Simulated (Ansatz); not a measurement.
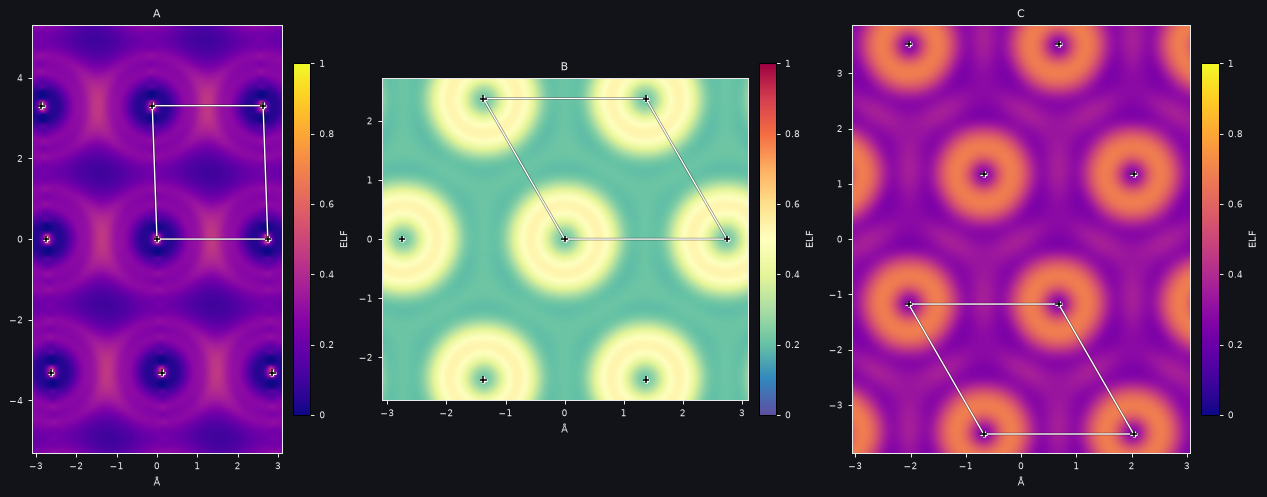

The electron localisation function of 3 systems, each on a plane through atoms (crosses mark nuclei in the plane).

These are results of Ansatz, Kohn-Sham DFT of a periodic cell, PBEsol, Ansatz PAW, not measurements.

System 1: Ir, the (001) plane of the conventional cell. Space group P6₃/mmc; a structure from a database of computed crystals, not necessarily the ambient phase; computed pressure about 2 GPa in this cell.

```
Ir
1.0
     2.71419    0.00000    0.00000
    -1.35710    2.35056    0.00000
     0.00000    0.00000    4.40198
Ir
2
Direct
  0.33333 0.66667 0.25000
  0.66667 0.33333 0.75000
```

System 2: Pd, the (001) plane of the conventional cell. Space group P6₃/mmc; a structure from a database of computed crystals, not necessarily the ambient phase; computed pressure about −4 GPa in this cell.

```
CELL_PARAMETERS angstrom
2.74604 0.00000 0.00000
-1.37302 2.37814 0.00000
0.00000 0.00000 4.56633
ATOMIC_POSITIONS crystal
Pd 0.33333 0.66667 0.25000
Pd 0.66667 0.33333 0.75000
```

System 3: Ga, the (010) plane of the conventional cell. Space group C2/c.

```
CELL_PARAMETERS angstrom
2.74744 0.00000 0.00000
0.00000 7.99895 0.00000
-0.11666 0.00000 3.30758
ATOMIC_POSITIONS crystal
Ga 0.00000 0.86900 0.75000
Ga 0.50000 0.36900 0.75000
Ga 0.00000 0.13100 0.25000
Ga 0.50000 0.63100 0.25000
```

Q: Match each panel to its system.

A: Panel A is system 3, Ga: the plane holds Ga. Ga–Ga (2.75 Å): the ELF is about 0.45 at the midpoint. Panel B is system 2, Pd: the plane holds Pd. Pd–Pd (2.75 Å): the ELF is about 0.20 at the midpoint; no localised pair shows between them. Panel C is system 1, Ir: the plane holds Ir. Ir–Ir (2.71 Å): the ELF is about 0.35 at the midpoint (no localised pair shows between them).
